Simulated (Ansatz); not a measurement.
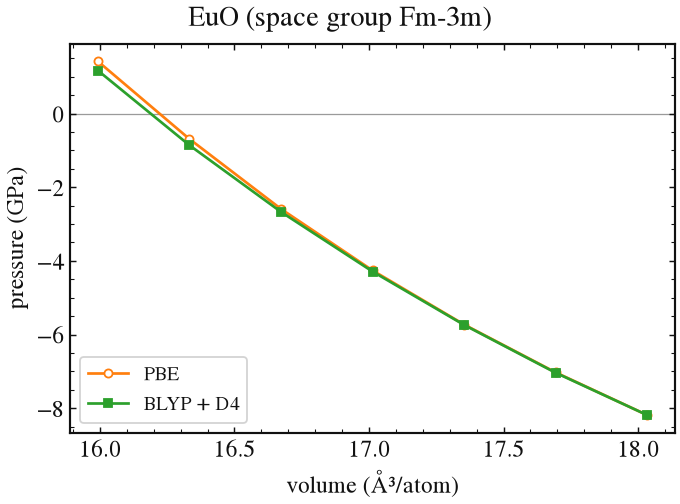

The plot gives the computed pressure against volume, with one curve for each functional, for EuO (space group Fm-3m).

Method: plane-wave DFT, collinear spins; energies at scaled volumes of the given cell, shape and fractions fixed, counted from the fit's minimum, third-order Birch-Murnaghan fit (Ansatz 0.2.0). All runs: collinear spin.

k mesh 9×9×9; occupations Fermi–Dirac; smearing width 0.05 eV.

Settings that differ: PBE: density cutoff 10200 eV, wave cutoff 1020 eV, potentials SSSP-precision-PAW; BLYP + D4: density cutoff 1680 eV, wave cutoff 420 eV, potentials Ansatz PAW.

> Order the curves by fitted equilibrium volume, smallest first.

BLYP + D4 16.183, PBE 16.217 Å³/atom.

> Order the curves by fitted bulk modulus, smallest first.

BLYP + D4 95.7, PBE 99.8 GPa.

> For PBE: how does the pressure vary with volume?

It falls from 1.42 GPa at volume 15.99 Å³/atom to −8.19 GPa at 18.03 Å³/atom, and changes sign near 16.22 Å³/atom.

> For BLYP + D4: what does the pressure do across the range?

It falls from 1.17 GPa at volume 15.99 Å³/atom to −8.19 GPa at 18.03 Å³/atom, and changes sign near 16.19 Å³/atom.

Keep in mind: the functional was run on potentials made for another functional (BLYP + D4).
